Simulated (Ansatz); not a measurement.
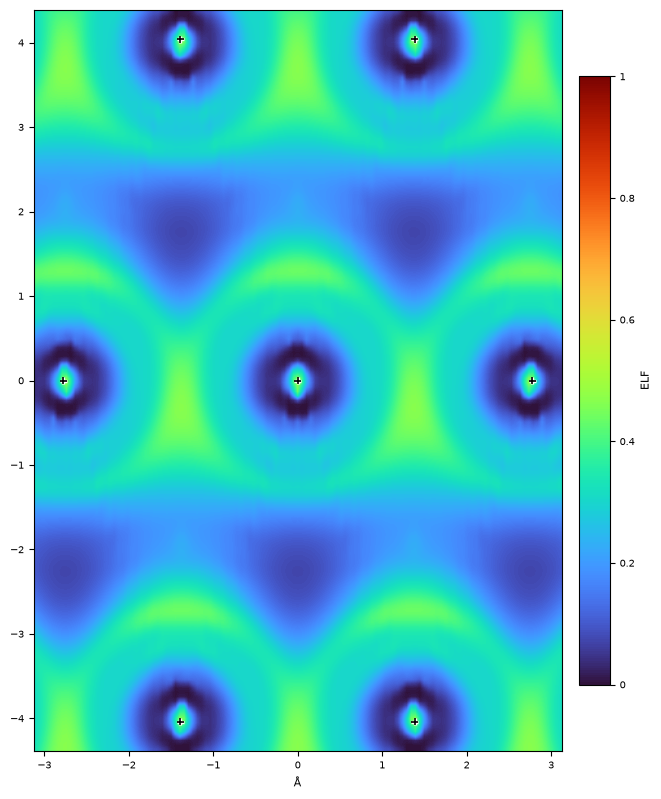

The ELF on a plane through atoms (crosses mark nuclei in the plane).

Computed with DFT, PBEsol, PAW with Ansatz's default frozen-core files, scalar-relativistic in Ansatz 0.2.0.

Candidates:
A. TiN, a = 4.16 Å, b = 4.16 Å, c = 4.16 Å, α = 90.00°, β = 90.00°, γ = 90.00°. Space group Fm-3m; computed pressure about 11 GPa in this cell; computed without spin polarisation.
B. Ga, a = 2.78 Å, b = 8.08 Å, c = 3.34 Å, α = 90.00°, β = 92.02°, γ = 90.00°. Space group C2/c; computed pressure about −2 GPa in this cell.

**Which system is this?**

Candidate B: Ga on the (001) plane of the conventional cell, which holds Ga. Ga–Ga (2.78 Å): the ELF is about 0.45 at the midpoint.
